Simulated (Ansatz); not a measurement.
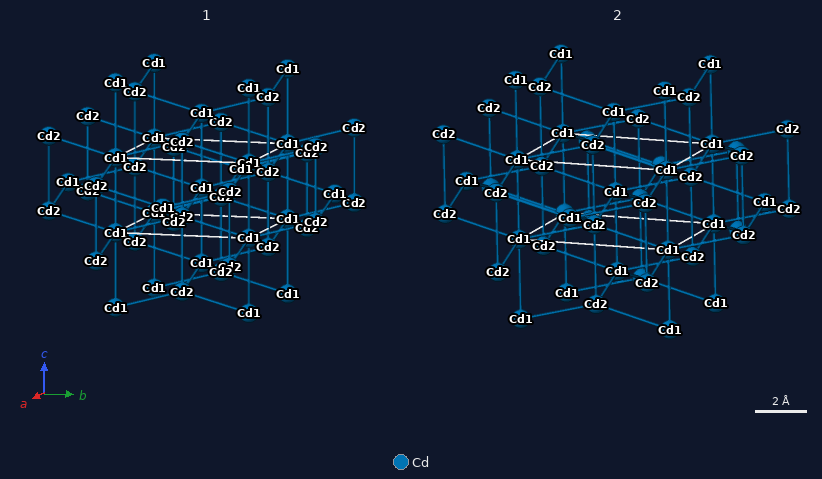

Two geometries of crystalline Cd (a generated structure, set up in I4_1/amd), drawn at one scale. One is the start of a relaxation, the other its converged end. The picture is a ball-and-stick view of the conventional cell (2 times the calculation's cell), seen slightly off an axis. Lengths and directions refer to the drawn axes.

Theory: DFT, BLYP, plane waves (420 eV) with PAW, scalar-relativistic (Ansatz). Set-up: plane-wave cutoff 420 eV; k-point mesh 12 × 12 × 8; occupations fermi dirac; smearing width 0.1 eV; no spin polarisation; cell and atoms relaxed; force threshold 0.01 eV/Å; at most 60 steps.

**Which of the two is the end point?**

Structure 2 is the relaxed one. Phase: beta-Sn type. Over 11 accepted moves (13 points after the start) the energy falls by 178 meV per atom. The largest force component goes from 0.0008 to 0.0022 eV/Å. The pressure goes from 10.84 to 0.00 GPa. At 2 points the geometry stayed and the basis and grid were re-selected for the new cell (energy shift of 3.5 meV per atom at most each time). The largest moves relative to the cell, 0.028 Å, are those of Cd1 and Cd2. Cd1 goes along [1 −1 0]. The drawn cell changes as follows: a = b 5.496 → 6.122 Å (+11.4 %), c 3.001 → 3.170 Å (+5.6 %), α 90.0° → 93.6°, β 90.0° → 93.6°, γ 90.0° → 91.8°; the volume changes by +30.5 %. Near-neighbour distances that change, for instance: Cd1–Cd2 2.849 → 3.171 Å, Cd1–Cd1 3.001 → 3.170 Å. Bond angles that change, for instance: Cd2–Cd1–Cd2 94.0° → 88.7°, Cd1–Cd1–Cd2 105.3° → 101.0°, Cd1–Cd1–Cd2 74.7° → 79.0°. The space group (tolerance 0.01 Å) goes from I4_1/amd (No. 141) to C2/c (No. 15).
